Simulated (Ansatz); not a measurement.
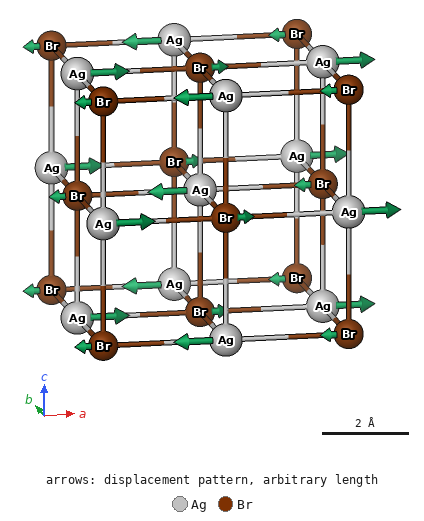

One vibrational mode of solid AgBr at the zone centre of a doubled cell. The green arrows are the displacements of the atoms (eigenvector over the root of the mass), of arbitrary overall length and sign. Style: ball-and-stick. Shown: the conventional cell (2 times the calculation's cell), slightly off an axis. Lengths and directions refer to the drawn axes.

All numbers below come from Ansatz 0.2.0, DFT PBE, scalar-relativistic, plane waves, PAW. Settings: plane-wave cutoff 420 eV; k-point mesh 8 × 8 × 6; occupations gaussian; smearing width 0.05 eV; no spin polarisation.

Frequencies are those without the non-analytic (LO–TO) term.

**What mode is this, and where does it lie in the spectrum?**

This is a non-degenerate mode at 5.5 meV, level 2 of 5, counted from below (the three translations aside). All motion is along a; atoms of one kind move against one another, with no net shift of any sublattice; it mainly bends the Ag–Br bonds; the kinetic energy is shared as Ag 88 %, Br 12 %. It changes sign from one half of the doubled cell to the other: it belongs to the zone boundary, q = (0, 1/2, 1/2) in the reciprocal vectors of the undoubled cell.
